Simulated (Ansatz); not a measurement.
## Single-point calculation, with input and output: Zr18HS36 (part 3 of 3)

The same run, continued: Zr18HS36 (defect cell, 55 atoms in the cell); DFT PBE, scalar-relativistic, plane waves, PAW, spin-polarised (Ansatz 0.2.0); cutoff 420 eV, 3×3×1 k-mesh, Gaussian smearing of 0.05 eV, collinear spins. The structure derives from a Materials Project entry.

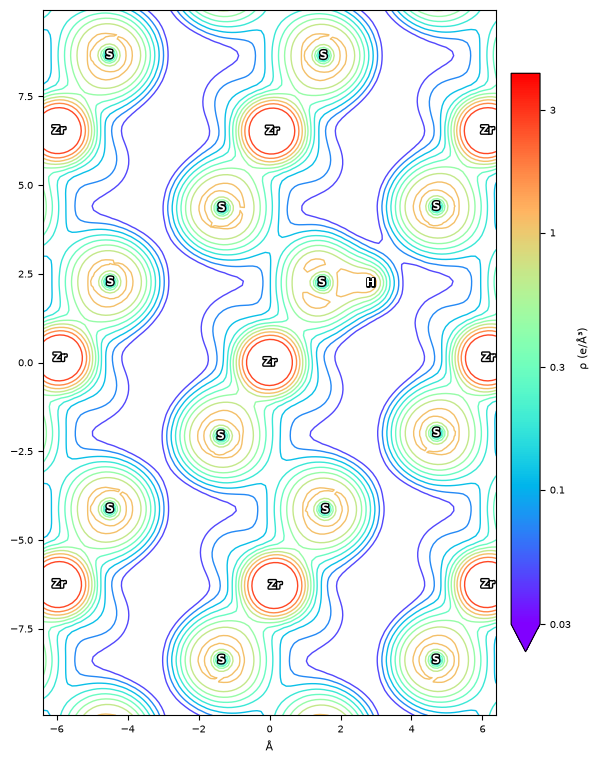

*Valence pseudo-density on the (110) plane of the calculation cell.*

The section cuts through Zr, S and H sites. S–H (1.36 Å): ρ at the midpoint is about 1.4 e/Å³. Zr–S (2.49 Å): the density is about 0.51 e/Å³ at the midpoint. Zr–S (2.57 Å): ρ is about 0.43 e/Å³ halfway. Zr–S (2.57 Å): ρ at the midpoint is about 0.43 e/Å³. Zr–S (2.69 Å): ρ is about 0.33 e/Å³ halfway. Away from the nuclei the density in this plane falls to 0.008 e/Å³ at its lowest. Core electrons are frozen (PAW), so the fields are smoothed inside the atomic spheres.

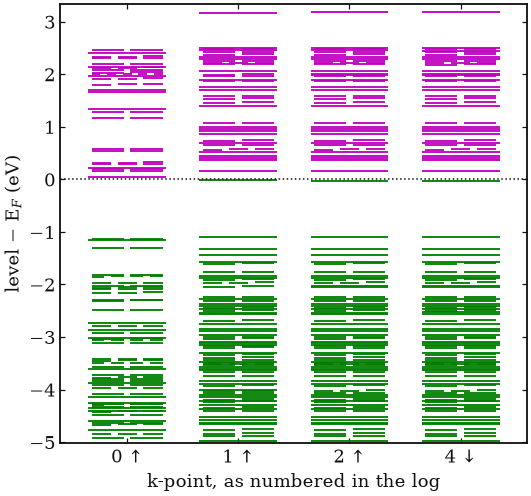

*Kohn–Sham levels near the Fermi level (dotted) at the few k-points that the log prints; levels within 0.02 eV of each other stand side by side.*

The system is metallic on the full mesh.
